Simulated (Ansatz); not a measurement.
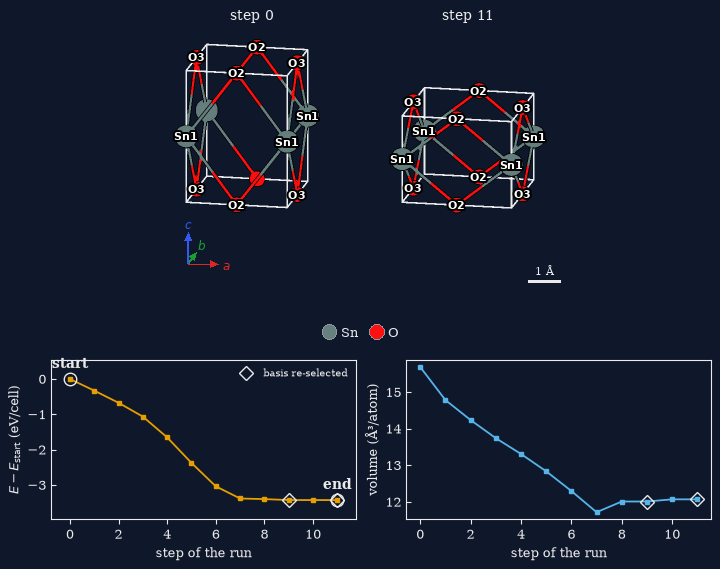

First and last geometry of a relaxation of a crystal of SnO$_{2}$ (a generated structure, set up in P4/mmm) (coarse preliminary run), with the history of the run. The picture is a ball-and-stick view of the cell of the calculation, seen slightly off an axis.

Method: DFT PBE, scalar-relativistic, plane waves, PAW (Ansatz 0.2.0).

The input:
```yaml
crystal:
  lattice:
    - [3.2872696, 0.0, 0.0]
    - [0.0, 3.2872696, 0.0]
    - [0.0, 0.0, 4.35561002]
  atoms:
    - { symbol: Sn, position: [0.0, 0.0, 0.5] }
    - { symbol: O, position: [0.5, 0.0, 0.0] }
    - { symbol: O, position: [0.0, 0.5, 0.0] }
basis:
  ecutwfc: 420
kpoints:
  mp_grid: { grid: [6, 6, 4] }
hamiltonian:
  xc: pbe
scf:
  occupations: { method: gaussian, width: 0.1 }
  lower_state_search: "off"
output:
  forces: true
  stress: true
  eigenvalues: true
relax:
  adjacent_minimum: "off"
  f_tol: 0.04
  max_steps: 70
  cell: { stress_tol: 0.4 }
```

Run as
```bash
ansatz run input.yaml --threads 1 --pin off --max-ram 2560MiB --backend cpu --events-out ev --progress --plain --runs-dir out
```

Question: Read the history and describe the run.

Answer: It converged. The atoms keep their places relative to the cell (all moves are under 0.005 Å). Cell: a = b 3.287 → 3.562 Å (+8.4 %), c 4.356 → 2.854 Å (−34.5 %). Volume −23.1 %. Among the contacts that change: Sn1–Sn1 4.356 → 2.854 Å, Sn1–O2 2.728 → 2.282 Å. The space group stays P4/mmm (No. 123). The energy falls by 3.426 eV per cell of the calculation in 9 accepted moves (11 points after the start). All forces vanish by symmetry, so only the cell relaxes. Pressure: −9.92 GPa at the start and 0.19 GPa at the end. The SCF was repeated twice at an unchanged geometry on a basis and grid sized afresh for the cell, which shifted the energy by 26.7 meV per cell of the calculation at most. The run took 19 s on 1 thread of Arm Neoverse V1, with other jobs on the host, peak memory 0.31 GiB.
